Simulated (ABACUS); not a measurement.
## BN: geometry relaxation (part 1 of 3)

System: BN (F-43m, 2 atoms in the cell).
Method: Kohn-Sham DFT of a periodic cell, HCTH407, SSSP 1.3 efficiency PBE, no spin polarisation (ABACUS 3.10.1).

The structure derives from a Materials Project entry.

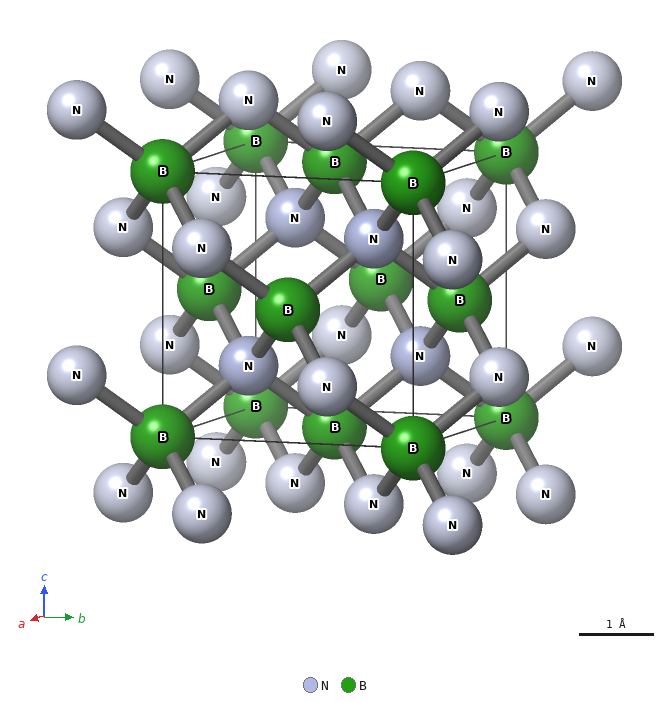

**Figure 1.** The input geometry (ball-and-stick view of the cell 4 times as large as that of the calculation, set on its symmetry axes, seen slightly off an axis; neighbours outside the cell are drawn fainter). Near neighbours in the crystal (not all of them lie inside the picture): N has 4 B at 1.57 Å; B has 4 N at 1.57 Å.

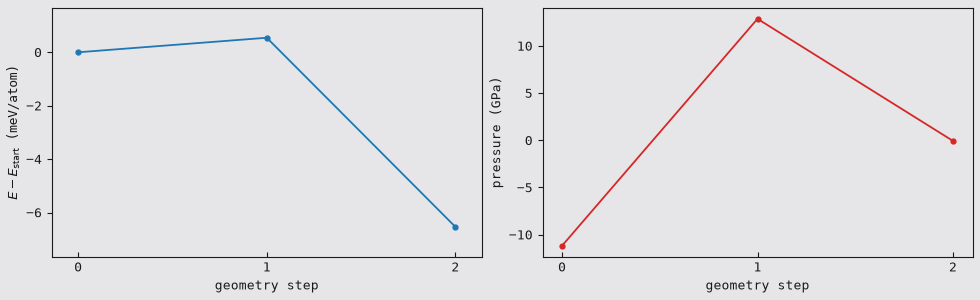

**Figure 2.** Progress of the relaxation, step by step (steps are counted from 0).

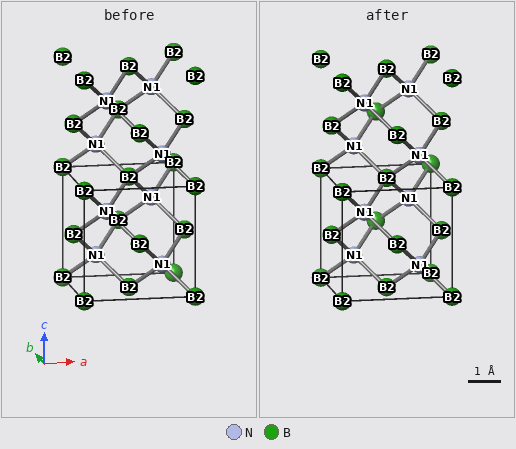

**Figure 3.** Before (left) and after (right) the relaxation, at one scale (ball-and-stick view of the cell 4 times as large as that of the calculation, set on its symmetry axes, repeated 1 × 1 × 2, seen slightly off an axis). The energy falls by 6.5 meV per atom in 2 geometry steps. All forces vanish by symmetry, so only the cell relaxes. The pressure goes from −11.17 to −0.07 GPa. The atoms keep their places relative to the cell (all moves are under 0.005 Å). Cell: a = b = c 3.626 → 3.589 Å (−1.0 %). Volume −3.1 %. Among the contacts that change: N1–B2 1.570 → 1.554 Å. The space group stays F-43m (No. 216). (Atoms are counted from 1 in the order of the input.)

The input that produced these results follows, with the program's output.

**Input file**
```
INPUT_PARAMETERS
suffix              BN
calculation         cell-relax
basis_type          pw
pseudo_dir          ./
symmetry            1
dft_functional      GGA_XC_HCTH_407
ecutwfc             55
pseudo_rcut         10
nspin               1
nbands              8
ks_solver           dav
smearing_method     fd
smearing_sigma      0.00367493
scf_thr             1e-08
scf_nmax            100
mixing_type         broyden
mixing_beta         0.7
cal_force           1
cal_stress          1
ecutrho             440
relax_nmax          60
force_thr_ev        0.01
relax_method        cg
out_stru            1
stress_thr          1
kpar                4
```

**File STRU**
```
ATOMIC_SPECIES
N 14.0070 N.pbe-n-radius_5.UPF
B 10.8100 b_pbe_v1.4.uspp.F.UPF

LATTICE_CONSTANT
1.8897261246

LATTICE_VECTORS
0.0000000000 1.8130010000 1.8130010000
1.8130010000 0.0000000000 1.8130010000
1.8130010000 1.8130010000 0.0000000000

ATOMIC_POSITIONS
Direct

N
0.0
1
0.2500000000 0.2500000000 0.2500000000 1 1 1

B
0.0
1
0.0000000000 0.0000000000 0.0000000000 1 1 1
```

**File KPT**
```
K_POINTS
0
Gamma
10 10 10 0 0 0
```

Launch command:
```bash
OMP_NUM_THREADS=1 mpirun -np 4 abacus > log
```

**Output**
```
ABACUS v3.10.1

               Atomic-orbital Based Ab-initio Computation at UStc

 ------------------------------------------------------------------------------------

 READING GENERAL INFORMATION
                           global_out_dir = OUT.BN/
                           global_in_card = INPUT
                               pseudo_dir = ./
                              orbital_dir =
                                    DSIZE = 4
                                    GSIZE = 1

 READING UNITCELL INFORMATION
                                    ntype = 2
                  lattice constant (Bohr) = 1.88973
              lattice constant (Angstrom) = 1

 READING ATOM TYPE 1
                               atom label = N
                      L=0, number of zeta = 1
                      L=1, number of zeta = 1
                      L=2, number of zeta = 1
             number of atom for this type = 1

 READING ATOM TYPE 2
                               atom label = B
                      L=0, number of zeta = 1
                      L=1, number of zeta = 1
                      L=2, number of zeta = 1
             number of atom for this type = 1

                        TOTAL ATOM NUMBER = 2
DIRECT COORDINATES
    atom                   x                   y                   z     mag                  vx                  vy                  vz
taud_N1            0.2500000000        0.2500000000        0.2500000000  0.0000        0.0000000000        0.0000000000        0.0000000000
taud_B1            0.0000000000        0.0000000000        0.0000000000  0.0000        0.0000000000        0.0000000000        0.0000000000

                          Volume (Bohr^3) = 80.4305
                             Volume (A^3) = 11.9186

 Lattice vectors: (Cartesian coordinate: in unit of a_0)
                   +0              +1.813              +1.813
               +1.813                  +0              +1.813
               +1.813              +1.813                  +0
 Reciprocal vectors: (Cartesian coordinate: in unit of 2 pi/a_0)
            -0.275786           +0.275786           +0.275786
            +0.275786           -0.275786           +0.275786
            +0.275786           +0.275786           -0.275786
 The esolver type has been set to : ksdft_pw

                PAO radial cut off (Bohr) = 10

 Read in pseudopotential file is N.pbe-n-radius_5.UPF
                     pseudopotential type = USPP
          exchange-correlation functional = PBE
                 nonlocal core correction = 1
                        valence electrons = 5
                                     lmax = 2
                           number of zeta = 2
                     number of projectors = 4
                           L of projector = 0
                           L of projector = 0
                           L of projector = 1
                           L of projector = 1
 XC functional updated to : GGA_XC_HCTH_407
          exchange-correlation functional = GGA_XC_HCTH_407
                PAO radial cut off (Bohr) = 10

 Read in pseudopotential file is b_pbe_v1.4.uspp.F.UPF
                     pseudopotential type = US
          exchange-correlation functional = PBE
                 nonlocal core correction = 1
                        valence electrons = 3
                                     lmax = 1
                           number of zeta = 2
                     number of projectors = 4
                           L of projector = 0
                           L of projector = 0
                           L of projector = 1
                           L of projector = 1
 XC functional updated to : GGA_XC_HCTH_407
          exchange-correlation functional = GGA_XC_HCTH_407
     initial pseudo atomic orbital number = 8

 SETUP THE ELECTRONS NUMBER
             electron number of element N = 5
       total electron number of element N = 5
             electron number of element B = 3
       total electron number of element B = 3
            AUTOSET number of electrons:  = 8
                           occupied bands = 4
                                   NBANDS = 8
                                   NLOCAL = 18

 SETUP THE PLANE WAVE BASIS
 energy cutoff for charge/potential (unit:Ry) = 220
            fft grid for charge/potential = [ 24, 24, 24 ]
                        fft grid division = [ 1, 1, 1 ]
        big fft grid for charge/potential = [ 36, 36, 36 ]
                                     nbxx = 46656
                                     nrxx = 13824

 SETUP PLANE WAVES FOR CHARGE/POTENTIAL
                    number of plane waves = 4477
                         number of sticks = 361

 PARALLEL PW FOR CHARGE/POTENTIAL
     PROC   COLUMNS(POT)             PW
        1            361           4477
 --------------- sum -------------------
        1            361           4477
                            number of |g| = 89
                                  max |g| = 19.775
                                  min |g| = 0

 energy cutoff for dense charge/potential (unit:Ry) = 440
      fft grid for dense charge/potential = [ 36, 36, 36 ]
                                     nrxx = 46656

 SETUP PLANE WAVES FOR dense CHARGE/POTENTIAL
                    number of plane waves = 12507
                         number of sticks = 721

 PARALLEL PW FOR dense CHARGE/POTENTIAL
     PROC   COLUMNS(POT)             PW
        1            721          12507
 --------------- sum -------------------
        1            721          12507
                            number of |g| = 176
                                  max |g| = 39.7782
                                  min |g| = 0

----------- Double Check Mixing Parameters Begin ------------
mixing_type: broyden
mixing_beta: 0.7
mixing_gg0: 1
mixing_gg0_min: 0.1
mixing_ndim: 8
----------- Double Check Mixing Parameters End ------------

 LATTICE VECTORS: (CARTESIAN COORDINATE: IN UNIT OF A0)
                   +0              +1.813              +1.813
               +1.813                  +0              +1.813
               +1.813              +1.813                  +0
                       right hand lattice = 1
                                   NORM_A = 2.56397
                                   NORM_B = 2.56397
                                   NORM_C = 2.56397
                           ALPHA (DEGREE) = 60
                           BETA  (DEGREE) = 60
                           GAMMA (DEGREE) = 60

 The lattice vectors have been changed (STRU_SIMPLE.cif)

(for optimal symmetric configuration:)
                             BRAVAIS TYPE = 3
                     BRAVAIS LATTICE NAME = 03. Cubic F (face-centered)
                                    ibrav = 3
                                    IBRAV = 3
                                  BRAVAIS = FACE CENTERED CUBIC
                       LATTICE CONSTANT A = 3.626
Original cell was already a primitive cell.
                        ROTATION MATRICES = 48
              PURE POINT GROUP OPERATIONS = 24
                   SPACE GROUP OPERATIONS = 24
                                       C2 = 3
                                       C3 = 8
                                       C4 = 0
                                       C6 = 0
                                       S1 = 6
                                       S3 = 0
                                       S4 = 6
                                       S6 = 0
                              POINT GROUP = T_d
                                       C2 = 3
                                       C3 = 8
                                       C4 = 0
                                       C6 = 0
                                       S1 = 6
                                       S3 = 0
                                       S4 = 6
                                       S6 = 0
               POINT GROUP IN SPACE GROUP = T_d

 SETUP K-POINTS
                                    nspin = 1
                   Input type of k points = Monkhorst-Pack(Gamma)
                                   nkstot = 1000
                       right hand lattice = 1
(for reciprocal lattice: )
                             BRAVAIS TYPE = 2
                     BRAVAIS LATTICE NAME = 02. Cubic I (body-centered)
                                    ibrav = 2
                       right hand lattice = 1
(for k-lattice: )
                             BRAVAIS TYPE = 2
                     BRAVAIS LATTICE NAME = 02. Cubic I (body-centered)
                                    ibrav = 2
                       right hand lattice = 1
                        ROTATION MATRICES = 48
                               nkstot_ibz = 47
K-POINTS REDUCTION ACCORDING TO SYMMETRY
     IBZ    DIRECT_X    DIRECT_Y    DIRECT_Z  WEIGHT  ibz2bz
       1  0.00000000  0.00000000  0.00000000  0.0010       0
       2  0.10000000  0.10000000  0.10000000  0.0080       1
       3  0.20000000  0.20000000  0.20000000  0.0080       2
       4  0.30000000  0.30000000  0.30000000  0.0080       3
       5  0.40000000  0.40000000  0.40000000  0.0080       4
       6  0.50000000  0.50000000  0.50000000  0.0040       5
       7  0.10000000  0.10000000  0.00000000  0.0060      11
       8  0.20000000  0.20000000  0.10000000  0.0240      12
       9  0.30000000  0.30000000  0.20000000  0.0240      13
      10  0.40000000  0.40000000  0.30000000  0.0240      14
      11  0.50000000  0.50000000  0.40000000  0.0240      15
      12  0.50000000  0.40000000  0.40000000  0.0240      16
      13  0.40000000  0.30000000  0.30000000  0.0240      17
      14  0.30000000  0.20000000  0.20000000  0.0240      18
      15  0.10000000  0.10000000  0.20000000  0.0120      19
      16  0.20000000  0.20000000  0.00000000  0.0060      22
      17  0.30000000  0.30000000  0.10000000  0.0240      23
      18  0.40000000  0.40000000  0.20000000  0.0240      24
      19  0.50000000  0.50000000  0.30000000  0.0240      25
      20 -0.40000000  0.40000000  0.40000000  0.0240      26
      21  0.50000000  0.30000000  0.30000000  0.0240      27
      22  0.40000000  0.20000000  0.20000000  0.0120      28
      23  0.30000000  0.30000000  0.00000000  0.0060      33
      24  0.40000000  0.40000000  0.10000000  0.0240      34
      25  0.50000000  0.50000000  0.20000000  0.0240      35
      26 -0.30000000  0.40000000  0.40000000  0.0240      36
      27 -0.40000000  0.30000000  0.30000000  0.0120      37
      28  0.40000000  0.40000000  0.00000000  0.0060      44
      29  0.50000000  0.50000000  0.10000000  0.0240      45
      30 -0.20000000  0.40000000  0.40000000  0.0120      46
[... 17 further k points ...]

                               nkstot now = 47
[... K-POINTS DIRECT COORDINATES: 47 rows ...]

           k-point number in this process = 12
       minimum distributed K point number = 11
[... stars of the k points ...]

[... K-POINTS CARTESIAN COORDINATES: 12 rows ...]

[... K-POINTS DIRECT COORDINATES: 12 rows ...]

 SETUP PLANE WAVES FOR WAVE FUNCTIONS
     energy cutoff for wavefunc (unit:Ry) = 55
              fft grid for wave functions = [ 24, 24, 24 ]
                    number of plane waves = 749
                         number of sticks = 109

 PARALLEL PW FOR WAVE FUNCTIONS
     PROC   COLUMNS(POT)             PW
        1            109            749
 --------------- sum -------------------
        1            109            749

 SETUP NONLOCAL PSEUDOPOTENTIALS IN PLANE WAVE BASIS
 N non-local projectors:
 projector 1 L=0
 projector 2 L=0
 projector 3 L=1
 projector 4 L=1
 B non-local projectors:
 projector 1 L=0
 projector 2 L=0
 projector 3 L=1
 projector 4 L=1
      TOTAL NUMBER OF NONLOCAL PROJECTORS = 16

 Init Non-Local PseudoPotential table :
 Init Non-Local-Pseudopotential done.

                                     npwx = 568

 Make real space PAO into reciprocal space.
       max mesh points in Pseudopotential = 901
     dq(describe PAO in reciprocal space) = 0.01
                                    max q = 1491

 number of pseudo atomic orbitals for N is 2
WARNING: norm of atomic wavefunction # 2 of atomic type N is 0.999999, renormalized

 number of pseudo atomic orbitals for B is 2
WARNING: norm of atomic wavefunction # 1 of atomic type B is 0.999999, renormalized
WARNING: norm of atomic wavefunction # 2 of atomic type B is 0.999862, renormalized

 -------------------------------------------
 STEP OF RELAXATION : 1
 -------------------------------------------
                                 init_chg = atomic

 PW ALGORITHM --------------- ION=   1  ELEC=   1--------------------------------

 Density error is 0.243384267265
                          Error Threshold = 0.01
----------------------------------------------------------
     Energy           Rydberg                 eV
----------------------------------------------------------
 E_KohnSham     -26.8869336836       -365.8154998453
 E_Harris       -25.7611498214       -350.4984246025
 E_Fermi        0.9367616271         12.7452957967
----------------------------------------------------------

 PW ALGORITHM --------------- ION=   1  ELEC=   2--------------------------------

 Density error is 0.065453805066
                          Error Threshold = 0.00304230334081
----------------------------------------------------------
     Energy           Rydberg                 eV
----------------------------------------------------------
 E_KohnSham     -26.9399407028       -366.5366973402
 E_Harris       -27.4357950218       -373.2831414568
 E_Fermi        0.9664898376         13.1497688508
----------------------------------------------------------

 PW ALGORITHM --------------- ION=   1  ELEC=   3--------------------------------

 Density error is 0.00224684675783
                          Error Threshold = 0.000818172563325
----------------------------------------------------------
     Energy           Rydberg                 eV
----------------------------------------------------------
 E_KohnSham     -26.9531710099       -366.7167049025
 E_Harris       -26.8717011266       -365.6082502753
 E_Fermi        1.0345316740         14.0755255283
----------------------------------------------------------

 PW ALGORITHM --------------- ION=   1  ELEC=   4--------------------------------

 Density error is 0.000139383264804
                          Error Threshold = 2.80855844729e-05
----------------------------------------------------------
     Energy           Rydberg                 eV
----------------------------------------------------------
 E_KohnSham     -26.9535871207       -366.7223663806
 E_Harris       -26.9271076440       -366.3620946174
 E_Fermi        1.0471531033         14.2472488834
----------------------------------------------------------

 PW ALGORITHM --------------- ION=   1  ELEC=   5--------------------------------

 Density error is 6.13015834156e-06
                          Error Threshold = 1.74229081005e-06
----------------------------------------------------------
     Energy           Rydberg                 eV
----------------------------------------------------------
 E_KohnSham     -26.9536268972       -366.7229075680
 E_Harris       -26.9590988370       -366.7973571283
 E_Fermi        1.0492603974         14.2759200911
```
